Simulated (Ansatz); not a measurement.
Si8O (slab)

```
Si O
1.0
     3.81552    0.00000    0.00000
     0.00000    6.31294    0.00000
     0.00000    0.00000   21.23187
Si O
8 1
Direct
  0.00000 0.93690 0.18840
  0.00000 0.56310 0.18840
  0.50000 0.43690 0.24027
  0.50000 0.06310 0.24027
  0.50000 0.93327 0.34466
  0.50000 0.56673 0.34466
  0.00000 0.42663 0.38771
  0.00000 0.07337 0.38771
  0.50000 0.92663 0.49133
```

A point of a scan over the structure, not its minimum; not relaxed (largest force 1.2 eV/Å); PAW files of the earlier set (soft_1); spin-polarised.

All numbers below come from DFT PBE+D3(BJ), scalar-relativistic, plane waves, PAW in Ansatz.

Core electrons are frozen (PAW), and the valence fields are smoothed inside the atomic spheres.

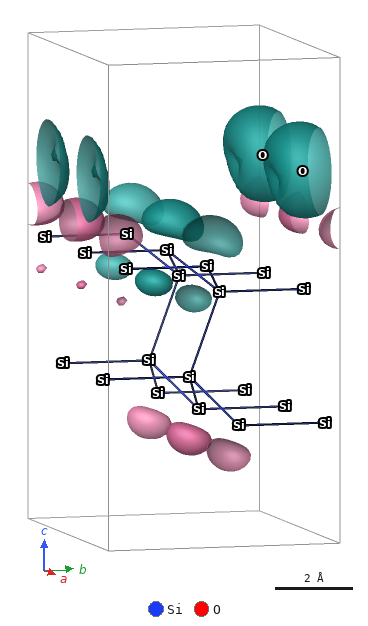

Figure 1. Isosurfaces of the magnetisation density (up minus down) at +0.02 (teal) and −0.02 e/Å³ (pink), seen slightly off an axis. Sticks mark near contacts.

Question: Which atoms carry the moments, and with what signs?

Answer: The spin density sits on O: +1.5 μB in one cell of 9 atoms, with smaller moments on other sites: Si (up to +0.05 μB): a single local moment. The cell of the calculation (9 atoms) carries 1.5 μB of net spin moment.

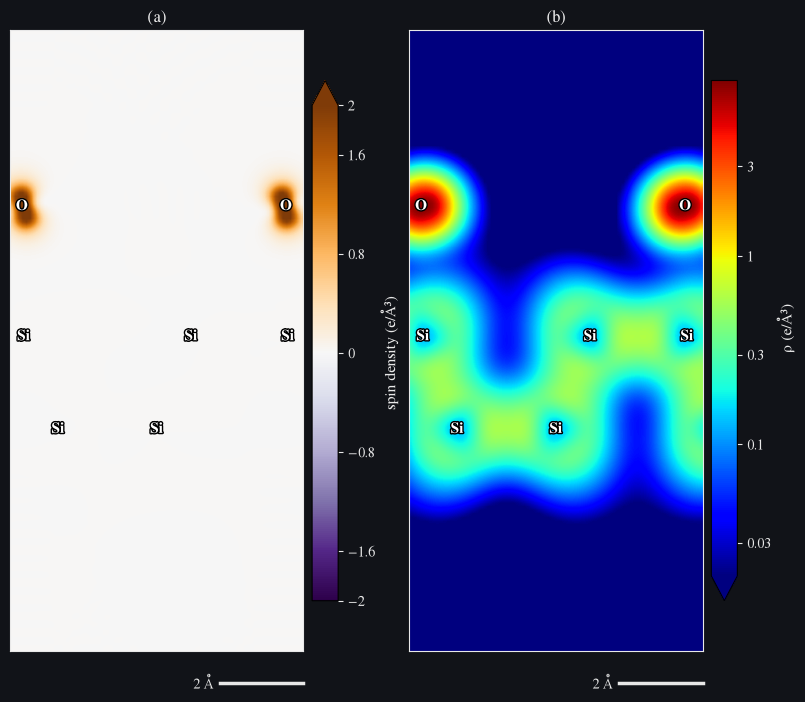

Figure 2. (a) spin density (up minus down); (b) valence pseudo-density on the (100) plane of the calculation cell, a cut from vacuum to vacuum.

Question: What does the map show?

Answer: Atoms in the plane: Si and O.
Si–Si (2.31 Å): ρ at the midpoint is about 0.61 e/Å³.
Si–Si (2.36 Å): ρ is about 0.57 e/Å³ halfway.
Si–O (3.11 Å): ρ is about 0.09 e/Å³ halfway.
The density dies away to nearly zero in the vacuum.

Question: Does the calculation give a band gap?

Answer: It is metallic or semimetallic at this level of theory: no gap opens.
